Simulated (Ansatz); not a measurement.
## W: geometry relaxation (part 1 of 3)

- system: W (slab, 7 atoms in the cell)
- method: DFT, PBE, PAW with Ansatz's default frozen-core files, scalar-relativistic, no spin polarisation (Ansatz 0.2.0)

It belongs to a series of runs on one base structure; here: atoms relaxed, PAW files.

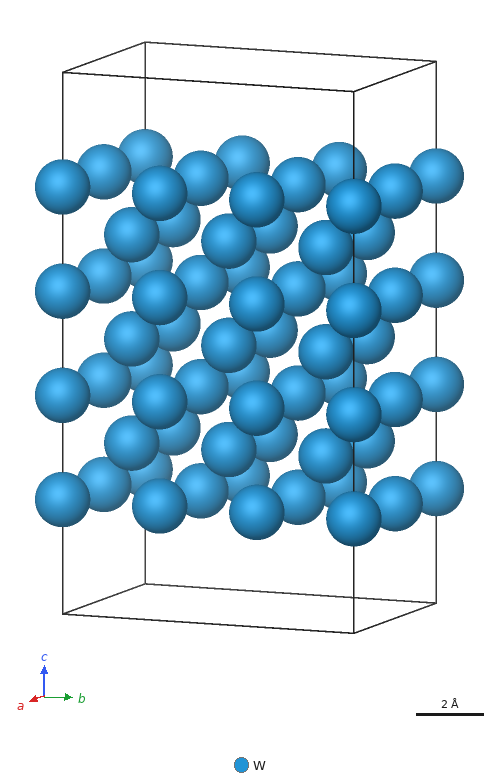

Fig. 1: The starting structure (spheres-only view of the 2 × 3 repeat of the cell, with the vacuum cut short, seen slightly off an axis).

### The input
```yaml
crystal:
  lattice:
    - [3.1834185694, 0.0, 0.0]
    - [0.0, 3.1834185694, 0.0]
    - [0.0, 0.0, 25.5503]
  atoms:
    - { symbol: W, position: [0.0, 0.0, 0.3131087363] }
    - { symbol: W, position: [0.5, 0.5, 0.3754058242] }
    - { symbol: W, position: [0.0, 0.0, 0.4377029121] }
    - { symbol: W, position: [0.5, 0.5, 0.5] }
    - { symbol: W, position: [0.0, 0.0, 0.5622970879] }
    - { symbol: W, position: [0.5, 0.5, 0.6245941758] }
    - { symbol: W, position: [0.0, 0.0, 0.6868912637] }
kpoints:
  mp_grid: { grid: [11, 11, 1] }
scf:
  occupations: { method: fermi_dirac, width: 0.08 }
hamiltonian:
  xc: pbe
  pseudopotentials: { kind: paw }
output:
  forces: true
  stress: true
  eigenvalues: true
  write_density: true
  write_potential: true
  elf: true
  volumetric_format: npy
relax:
  f_tol: 0.01
  max_steps: 40
efield:
  axis: 3
  amplitude: 0
  dipole_correction: true
```

Machine: 3 threads of Arm Neoverse V2, 24 GiB of memory available, shared host.

Run as:
```bash
ansatz run input.yaml --threads 3 --pin off --max-ram 8192MiB --backend cpu --events-out ev --progress --plain --runs-dir out
```

### What the program printed
```
Warning: output.stress: scf.convergence.dr2_threshold = 1e-7 eV (the SCF's general default) is looser than the 7e-10 eV advised for a printed stress (1e-10 eV for each atom of the cell: 7). What an SCF threshold leaves in a stress goes as its square root, and in the free energy as the threshold itself, and one threshold admits the most on a small cell: of the crystals measured, under no hybrid functional and no lock of the moments, on runs that ended without the residual-converged pass, on stresses that held no estimate of that error, the worst erred by over 100 MPa in a component at 1e-7 eV an atom and by under 5 at 1e-10. Every solve of this run answers to scf.convergence.dr2_threshold, and the tensor of one is reported: a single SCF on the reported geometry and on this run's grids (its basis.xc_grid and basis.ecutrho_ratio typed), with scf.convergence.dr2_threshold at 7e-10 eV or tighter, prints it and tightens no other solve. Else set scf.convergence.dr2_threshold to 7e-10 eV or tighter. The threshold is an SCF's pass mark: one that does not reach it within its budget of iterations ends unconverged, or closes short of it on a stop that the run arms, and scf.convergence.dr2_threshold's page says what that costs each kind of run
Engine: ansatz 0.2.0, aarch64-unknown-linux-gnu
Pseudopotentials: kind: paw
Pseudopotential: W, paw, valence charge 14, recommended cutoff 420 eV (normal), W.paw.azcp
Functional definition: PBE
  parameter kappa = 0.804
  parameter beta = 0.06672455060314922
  exchange = pbe_x(kappa = kappa, mu = beta*pi^2/3)
  correlation = pbe_c(beta = beta)
Crystal: 7 atoms, lattice volume = 258.931 Å³
Basis set: ecut = 420 eV, 5093 PW (Γ), exchange–correlation on 48×48×360 points (8 copies of the dense FFT grid, shifted against one another)
Bands: 59, of which v1, the nominal top of the filled ones, is band 49 counted from 1 (48 counted from 0)
Symmetry: 8 space group operations
k-points: 21 of 121
Non-local potential: W, projectors of the file, l = 0: 3, l = 1: 2, l = 2: 2, l = 3: 1
PAW form: soft (Blöchl's): semilocal exchange-correlation on the pseudo side does not see the compensation charge
PAW one-centre angular grid: W, 590 points (default); XC on 64 Gauss nodes
Initial density: superposition of atomic densities (neutral atoms: chi_scale 0, normalization atom), corrected by the library's trained network
Initial wavefunctions: pseudopotential atomic-orbital guess
Functional: x = pbe(κ = 0.804, μ = 0.2195149727645171), c = pbe(β = 0.06672455060314922)
SCF iter   1: F=—  HF=-72688.454599 eV  |F-HF|=—  |Δ(HF+E_count)|=         —  Δρ=5.53e-3  dr2=1.54e-1  ethr=1.77e-3  p=0.000 e·Å  D=3.80e-14 V/Å  ΔV_dip=-0.00 eV  dr2_dipole=2.34e-7  V_vac-E_F(+/−)=4.31/4.31 eV  ⟨swp⟩=8.0  Hψ=5615  notcnv=0
efield: sawtooth ramp at fractional position 0.9500 (placed from the atoms, in the widest stretch of the axis that holds none; the zero of the levels goes with the place), width 0.1000; the density the first Hamiltonian is built on has a dipole p = 0.000 e·Å; the dipole correction subtracts the counter field D = 3.80e-14 V/Å, which shifts the + side's vacuum level by -0.00 eV against the − side's; the planar-averaged density in the ramp window peaks in size at 7.5e-5 e/Å³
preconditioner: auto → LDOS  [metal: Δε(μ)=0.023 eV  Ē_g=4.411 eV  σ=0.080 eV  W_gap=0.07  n_scr=54 (ndim 8)  ℏωp=15.0 eV  f_vac=0.483  D(μ)=6.21/eV (n_scr^D=36)  β→1.0]
SCF iter   2: F=—  HF=-72688.447472 eV  |F-HF|=—  |Δ(HF+E_count)|=   7.13e-3  Δρ=4.67e-3  dr2=1.26e-1  ethr=1.58e-4  p=0.000 e·Å  D=4.12e-6 V/Å  ΔV_dip=-0.00 eV  dr2_dipole=1.56e-7  V_vac-E_F(+/−)=4.20/4.20 eV  ⟨swp⟩=2.9  Hψ=2379  notcnv=0  defer=3
SCF iter   3: F=—  HF=-72688.434456 eV  |F-HF|=—  |Δ(HF+E_count)|=   1.30e-2  Δρ=1.54e-3  dr2=1.49e-2  ethr=1.28e-4  p=0.000 e·Å  D=4.32e-6 V/Å  ΔV_dip=-0.00 eV  dr2_dipole=5.75e-8  V_vac-E_F(+/−)=4.22/4.22 eV  ⟨swp⟩=2.1  Hψ=1872  notcnv=0  defer=3
SCF iter   4: F=—  HF=-72688.433634 eV  |F-HF|=—  |Δ(HF+E_count)|=   8.22e-4  Δρ=3.82e-4  dr2=6.91e-4  ethr=1.52e-5  p=0.000 e·Å  D=3.27e-6 V/Å  ΔV_dip=-0.00 eV  dr2_dipole=2.58e-9  V_vac-E_F(+/−)=4.20/4.20 eV  ⟨swp⟩=2.2  Hψ=1617  notcnv=0  defer=3
SCF iter   5: F=—  HF=-72688.433842 eV  |F-HF|=—  |Δ(HF+E_count)|=   2.08e-4  Δρ=1.36e-4  dr2=5.81e-5  ethr=7.06e-7  p=0.000 e·Å  D=1.99e-6 V/Å  ΔV_dip=-0.00 eV  dr2_dipole=8.06e-10  V_vac-E_F(+/−)=4.19/4.19 eV  ⟨swp⟩=2.5  Hψ=1737  notcnv=0  defer=1
SCF iter   6: F=—  HF=-72688.433889 eV  |F-HF|=—  |Δ(HF+E_count)|=   4.68e-5  Δρ=5.66e-5  dr2=2.33e-5  ethr=5.93e-8  p=0.000 e·Å  D=7.81e-7 V/Å  ΔV_dip=-0.00 eV  dr2_dipole=7.61e-11  V_vac-E_F(+/−)=4.19/4.19 eV  ⟨swp⟩=3.6  Hψ=2526  notcnv=0  defer=1
iter 7 did not close the SCF: its close was put off until two iterations running show no level that it waits for move by more than its bar (scf_convergence_deferred on its scf_iter line)
SCF iter   7: F=-72688.433895 eV  HF=-72688.433895 eV  |F-HF|=7.95e-7  |Δ(HF+E_count)|=   5.76e-6  Δρ=1.39e-5  dr2=4.03e-7  ethr=2.55e-9  p=0.000 e·Å  D=3.74e-7 V/Å  ΔV_dip=-0.00 eV  dr2_dipole=1.83e-11  V_vac-E_F(+/−)=4.19/4.19 eV  ⟨swp⟩=16.0  Hψ=12551  notcnv=0
SCF iter   8: F=-72688.433895 eV  HF=-72688.433895 eV  |F-HF|=5.40e-8  |Δ(HF+E_count)|=   8.28e-7  Δρ=5.77e-6  dr2=1.32e-7  ethr=4.12e-10  p=0.000 e·Å  D=1.75e-7 V/Å  ΔV_dip=-0.00 eV  dr2_dipole=1.31e-14  V_vac-E_F(+/−)=4.19/4.19 eV  ⟨swp⟩=10.0  Hψ=10556  notcnv=0
SCF 1 converged in 8 iterations: F = -72688.433895 eV  dr2 = 1.32e-7
  greatest PAW one-centre occupation: 1.000 electrons in one spin orbital (limit 2), on the W atom at site 5 (counted from 0), in its partial waves of l = 0
relax step   1: F+E_penalty+E_count = -72688.43389541 eV  Δ(F+E_penalty+E_count) = +0.000e0 eV  max|allowed force component| = 1.760e0 eV/Å  Δτ_max = 0.0000 Å  (8 SCF iters, dr2 threshold 2.50e-6 eV, accepted)
Initial density: handed on by an earlier stage of this run
Initial wavefunctions: those handed on with the density
iter 1 solved again at ethr=1.69e-3 eV; its pass at ethr=3.10e-3 eV (dr2=1.66e0 eV) is discarded
SCF iter   1: F=—  HF=-72688.640463 eV  |F-HF|=—  |Δ(HF+E_count)|=         —  Δρ=1.55e-2  dr2=1.70e0  ethr=1.69e-3  p=0.000 e·Å  D=1.75e-7 V/Å  ΔV_dip=-0.00 eV  dr2_dipole=8.15e-12  V_vac-E_F(+/−)=4.31/4.31 eV  ⟨swp⟩=1.1  Hψ=5229  notcnv=0  defer=1
efield: sawtooth ramp at fractional position 0.9500 (handed on by an earlier solve), width 0.1000; the density the first Hamiltonian is built on has a dipole p = 0.000 e·Å; the dipole correction subtracts the counter field D = 1.75e-7 V/Å, which shifts the + side's vacuum level by -0.00 eV against the − side's; the planar-averaged density in the ramp window peaks in size at 3.8e-6 e/Å³
preconditioner: auto → LDOS  [metal: Δε(μ)=0.009 eV  Ē_g=4.666 eV  σ=0.080 eV  W_gap=0.03  n_scr=54 (ndim 8)  ℏωp=15.0 eV  f_vac=0.501  D(μ)=5.68/eV (n_scr^D=28)  β→1.0]
SCF iter   2: F=—  HF=-72688.557150 eV  |F-HF|=—  |Δ(HF+E_count)|=   8.33e-2  Δρ=7.92e-3  dr2=6.62e-1  ethr=1.69e-3  p=-0.000 e·Å  D=-1.37e-7 V/Å  ΔV_dip=0.00 eV  dr2_dipole=1.57e-10  V_vac-E_F(+/−)=3.94/3.94 eV  ⟨swp⟩=3.6  Hψ=2461  notcnv=0  defer=4
SCF iter   3: F=—  HF=-72688.487746 eV  |F-HF|=—  |Δ(HF+E_count)|=   6.94e-2  Δρ=2.29e-3  dr2=5.67e-2  ethr=6.75e-4  p=-0.000 e·Å  D=-8.27e-7 V/Å  ΔV_dip=0.00 eV  dr2_dipole=3.20e-10  V_vac-E_F(+/−)=4.13/4.13 eV  ⟨swp⟩=3.2  Hψ=2206  notcnv=0  defer=3
SCF iter   4: F=—  HF=-72688.482127 eV  |F-HF|=—  |Δ(HF+E_count)|=   5.62e-3  Δρ=6.27e-4  dr2=2.79e-3  ethr=5.79e-5  p=-0.000 e·Å  D=-2.13e-7 V/Å  ΔV_dip=0.00 eV  dr2_dipole=7.18e-10  V_vac-E_F(+/−)=4.12/4.12 eV  ⟨swp⟩=2.8  Hψ=1875  notcnv=0  defer=3
SCF iter   5: F=—  HF=-72688.481799 eV  |F-HF|=—  |Δ(HF+E_count)|=   3.28e-4  Δρ=2.27e-4  dr2=3.43e-4  ethr=2.85e-6  p=-0.000 e·Å  D=-2.24e-7 V/Å  ΔV_dip=0.00 eV  dr2_dipole=6.83e-11  V_vac-E_F(+/−)=4.11/4.11 eV  ⟨swp⟩=2.9  Hψ=2112  notcnv=0  defer=3
SCF iter   6: F=-72688.481883 eV  HF=-72688.481873 eV  |F-HF|=9.32e-6  |Δ(HF+E_count)|=   7.44e-5  Δρ=8.89e-5  dr2=2.69e-5  ethr=1.02e-7  p=-0.000 e·Å  D=-2.35e-7 V/Å  ΔV_dip=0.00 eV  dr2_dipole=2.59e-12  V_vac-E_F(+/−)=4.11/4.11 eV  ⟨swp⟩=20.2  Hψ=14298  notcnv=0
SCF 2 converged in 6 iterations: F = -72688.481883 eV  dr2 = 2.69e-5
  greatest PAW one-centre occupation: 1.000 electrons in one spin orbital (limit 2), on the W atom at site 4 (counted from 0), in its partial waves of l = 0
relax step   2: F+E_penalty+E_count = -72688.48188271 eV  Δ(F+E_penalty+E_count) = -4.799e-2 eV  max|allowed force component| = 2.029e0 eV/Å  Δτ_max = 0.1977 Å  (6 SCF iters, dr2 threshold 1.00e-4 eV, accepted)
SCF iter   1: F=—  HF=-72688.889151 eV  |F-HF|=—  |Δ(HF+E_count)|=         —  Δρ=1.42e-2  dr2=4.09e0  ethr=3.10e-3  p=-0.000 e·Å  D=-2.35e-7 V/Å  ΔV_dip=0.00 eV  dr2_dipole=1.17e-11  V_vac-E_F(+/−)=3.97/3.97 eV  ⟨swp⟩=6.3  Hψ=3372  notcnv=0  defer=2
efield: sawtooth ramp at fractional position 0.9500 (handed on by an earlier solve), width 0.1000; the density the first Hamiltonian is built on has a dipole p = -0.000 e·Å; the dipole correction subtracts the counter field D = -2.35e-7 V/Å, which shifts the + side's vacuum level by +0.00 eV against the − side's; the planar-averaged density in the ramp window peaks in size at 2.5e-6 e/Å³
preconditioner: auto → LDOS  [metal: Δε(μ)=0.033 eV  Ē_g=4.662 eV  σ=0.080 eV  W_gap=0.10  n_scr=54 (ndim 8)  ℏωp=15.0 eV  f_vac=0.503  D(μ)=5.73/eV (n_scr^D=28)  β→1.0]
SCF iter   2: F=—  HF=-72688.757536 eV  |F-HF|=—  |Δ(HF+E_count)|=   1.32e-1  Δρ=4.58e-3  dr2=1.85e-1  ethr=3.10e-3  p=-0.000 e·Å  D=-1.74e-8 V/Å  ΔV_dip=0.00 eV  dr2_dipole=2.37e-13  V_vac-E_F(+/−)=4.02/4.02 eV  ⟨swp⟩=2.4  Hψ=1492  notcnv=0  defer=1
SCF iter   3: F=—  HF=-72688.754619 eV  |F-HF|=—  |Δ(HF+E_count)|=   2.92e-3  Δρ=4.35e-3  dr2=1.51e-1  ethr=1.89e-4  p=-0.000 e·Å  D=-2.16e-7 V/Å  ΔV_dip=0.00 eV  dr2_dipole=4.17e-11  V_vac-E_F(+/−)=4.07/4.07 eV  ⟨swp⟩=3.3  Hψ=2446  notcnv=0  defer=2
SCF iter   4: F=—  HF=-72688.739616 eV  |F-HF|=—  |Δ(HF+E_count)|=   1.50e-2  Δρ=1.09e-3  dr2=1.19e-2  ethr=1.54e-4  p=-0.000 e·Å  D=-1.25e-7 V/Å  ΔV_dip=0.00 eV  dr2_dipole=4.64e-12  V_vac-E_F(+/−)=4.08/4.08 eV  ⟨swp⟩=2.1  Hψ=1720  notcnv=0  defer=2
SCF iter   5: F=—  HF=-72688.738266 eV  |F-HF|=—  |Δ(HF+E_count)|=   1.35e-3  Δρ=3.48e-4  dr2=1.27e-3  ethr=1.21e-5  p=-0.000 e·Å  D=-9.01e-8 V/Å  ΔV_dip=0.00 eV  dr2_dipole=3.57e-12  V_vac-E_F(+/−)=4.09/4.09 eV  ⟨swp⟩=2.0  Hψ=1653  notcnv=0  defer=2
SCF iter   6: F=—  HF=-72688.738150 eV  |F-HF|=—  |Δ(HF+E_count)|=   1.16e-4  Δρ=1.01e-4  dr2=6.72e-5  ethr=1.30e-6  p=-0.000 e·Å  D=-4.28e-8 V/Å  ΔV_dip=0.00 eV  dr2_dipole=1.96e-13  V_vac-E_F(+/−)=4.10/4.10 eV  ⟨swp⟩=2.0  Hψ=1688  notcnv=0  defer=3
SCF iter   7: F=-72688.738131 eV  HF=-72688.738137 eV  |F-HF|=5.76e-6  |Δ(HF+E_count)|=   1.24e-5  Δρ=2.96e-5  dr2=8.85e-6  ethr=6.86e-8  p=0.000 e·Å  D=2.02e-9 V/Å  ΔV_dip=-0.00 eV  dr2_dipole=1.41e-14  V_vac-E_F(+/−)=4.10/4.10 eV  ⟨swp⟩=21.3  Hψ=14987  notcnv=0
SCF 3 converged in 7 iterations: F = -72688.738131 eV  dr2 = 8.85e-6
  greatest PAW one-centre occupation: 1.000 electrons in one spin orbital (limit 2), on the W atom at site 0 (counted from 0), in its partial waves of l = 0
relax step   3: F+E_penalty+E_count = -72688.73813139 eV  Δ(F+E_penalty+E_count) = -2.562e-1 eV  max|allowed force component| = 3.662e-1 eV/Å  Δτ_max = 0.1530 Å  (7 SCF iters, dr2 threshold 1.00e-4 eV, accepted)
iter 1 solved again at ethr=1.84e-3 eV; its pass at ethr=3.10e-3 eV (dr2=1.80e0 eV) is discarded
SCF iter   1: F=—  HF=-72688.845233 eV  |F-HF|=—  |Δ(HF+E_count)|=         —  Δρ=1.01e-2  dr2=1.80e0  ethr=1.84e-3  p=0.000 e·Å  D=2.02e-9 V/Å  ΔV_dip=-0.00 eV  dr2_dipole=3.79e-13  V_vac-E_F(+/−)=4.15/4.15 eV  ⟨swp⟩=1.1  Hψ=4339  notcnv=0
efield: sawtooth ramp at fractional position 0.9500 (handed on by an earlier solve), width 0.1000; the density the first Hamiltonian is built on has a dipole p = 0.000 e·Å; the dipole correction subtracts the counter field D = 2.02e-9 V/Å, which shifts the + side's vacuum level by -0.00 eV against the − side's; the planar-averaged density in the ramp window peaks in size at 3.5e-6 e/Å³
preconditioner: auto → LDOS  [metal: Δε(μ)=0.021 eV  Ē_g=4.521 eV  σ=0.080 eV  W_gap=0.07  n_scr=54 (ndim 8)  ℏωp=15.0 eV  f_vac=0.492  D(μ)=5.30/eV (n_scr^D=14)  β→1.0]
SCF iter   2: F=—  HF=-72688.801869 eV  |F-HF|=—  |Δ(HF+E_count)|=   4.34e-2  Δρ=5.66e-3  dr2=3.40e-1  ethr=1.83e-3  p=-0.000 e·Å  D=-2.28e-7 V/Å  ΔV_dip=0.00 eV  dr2_dipole=5.48e-12  V_vac-E_F(+/−)=4.20/4.20 eV  ⟨swp⟩=2.2  Hψ=1674  notcnv=0
SCF iter   3: F=—  HF=-72688.779841 eV  |F-HF|=—  |Δ(HF+E_count)|=   2.20e-2  Δρ=3.14e-3  dr2=8.88e-2  ethr=3.47e-4  p=-0.000 e·Å  D=-9.27e-8 V/Å  ΔV_dip=0.00 eV  dr2_dipole=1.88e-12  V_vac-E_F(+/−)=4.13/4.13 eV  ⟨swp⟩=2.1  Hψ=1979  notcnv=0  defer=2
SCF iter   4: F=—  HF=-72688.771720 eV  |F-HF|=—  |Δ(HF+E_count)|=   8.12e-3  Δρ=4.69e-4  dr2=2.78e-3  ethr=9.06e-5  p=-0.000 e·Å  D=-8.24e-8 V/Å  ΔV_dip=0.00 eV  dr2_dipole=6.73e-14  V_vac-E_F(+/−)=4.13/4.13 eV  ⟨swp⟩=2.0  Hψ=1712  notcnv=0  defer=2
SCF iter   5: F=—  HF=-72688.771396 eV  |F-HF|=—  |Δ(HF+E_count)|=   3.24e-4  Δρ=2.76e-4  dr2=5.81e-4  ethr=2.84e-6  p=-0.000 e·Å  D=-6.49e-8 V/Å  ΔV_dip=0.00 eV  dr2_dipole=4.38e-12  V_vac-E_F(+/−)=4.12/4.12 eV  ⟨swp⟩=2.4  Hψ=1719  notcnv=0  defer=2
SCF iter   6: F=—  HF=-72688.771372 eV  |F-HF|=—  |Δ(HF+E_count)|=   2.44e-5  Δρ=7.47e-5  dr2=5.62e-5  ethr=5.93e-7  p=-0.000 e·Å  D=-9.84e-9 V/Å  ΔV_dip=0.00 eV  dr2_dipole=4.17e-12  V_vac-E_F(+/−)=4.11/4.11 eV  ⟨swp⟩=2.0  Hψ=1688  notcnv=0  defer=2
iter 7 did not close the SCF: its close was put off until two iterations running show no level that it waits for move by more than its bar (scf_convergence_deferred on its scf_iter line)
SCF iter   7: F=-72688.771367 eV  HF=-72688.771370 eV  |F-HF|=2.93e-6  |Δ(HF+E_count)|=   2.03e-6  Δρ=2.89e-5  dr2=6.47e-6  ethr=8.55e-9  p=0.000 e·Å  D=3.26e-9 V/Å  ΔV_dip=-0.00 eV  dr2_dipole=8.70e-13  V_vac-E_F(+/−)=4.11/4.11 eV  ⟨swp⟩=20.9  Hψ=14611  notcnv=0
SCF iter   8: F=-72688.771370 eV  HF=-72688.771371 eV  |F-HF|=3.50e-7  |Δ(HF+E_count)|=   1.04e-6  Δρ=9.98e-6  dr2=9.30e-7  ethr=6.61e-9  p=0.000 e·Å  D=3.29e-9 V/Å  ΔV_dip=-0.00 eV  dr2_dipole=2.85e-16  V_vac-E_F(+/−)=4.11/4.11 eV  ⟨swp⟩=11.5  Hψ=10726  notcnv=0
SCF 4 converged in 8 iterations: F = -72688.771370 eV  dr2 = 9.30e-7
  greatest PAW one-centre occupation: 1.000 electrons in one spin orbital (limit 2), on the W atom at site 1 (counted from 0), in its partial waves of l = 0
relax step   4: F+E_penalty+E_count = -72688.77137027 eV  Δ(F+E_penalty+E_count) = -3.324e-2 eV  max|allowed force component| = 2.045e-1 eV/Å  Δτ_max = 0.0993 Å  (8 SCF iters, dr2 threshold 8.38e-6 eV, accepted)
```
